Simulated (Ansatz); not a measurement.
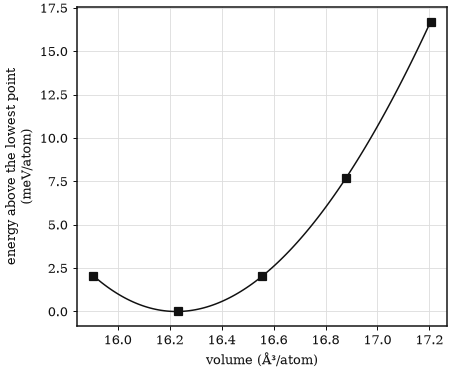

The picture above shows the energy above the lowest point against volume for Si, space group Pm-3m (No. 221) (one of a set of cubic test structures, which need not be the stable phase).

How it was computed, with Ansatz 0.2.0 development build: equation of state of a cubic crystal from periodic Kohn-Sham density functional theory without spin, third-order Birch-Murnaghan fit to the free energies; pressure corrected for the finite basis. Level: PBE.

| setting | value |
| --- | --- |
| structure type | simple cubic |
| atoms in cell | 1 |
| space group number | 221 |
| lattice centring | simple cubic |
| k mesh | 43×43×43 |
| occupation method | Fermi–Dirac |
| occupation width | 0.06123 eV |
| wave cutoff | 420 eV |
| datasets | soft-1 PAW |
| density tolerance | 1e−07 eV |
| bands | 6 |
| density cutoff ratio | 4 |
| search for lower states | default |

From this curve and the settings, what does the calculation give for the pressure at the same points?

The pressure falls from 2.102 GPa at volume 15.91 Å³/atom to −5.186 GPa at 17.20 Å³/atom, and changes sign near 16.23 Å³/atom.

| volume (Å³/atom) | pressure (GPa) |
| --- | --- |
| 15.91 | 2.102 |
| 16.23 | −0.030 |
| 16.56 | −1.938 |
| 16.88 | −3.652 |
| 17.20 | −5.186 |

Keep in mind: cubic model structure, not the ambient form.
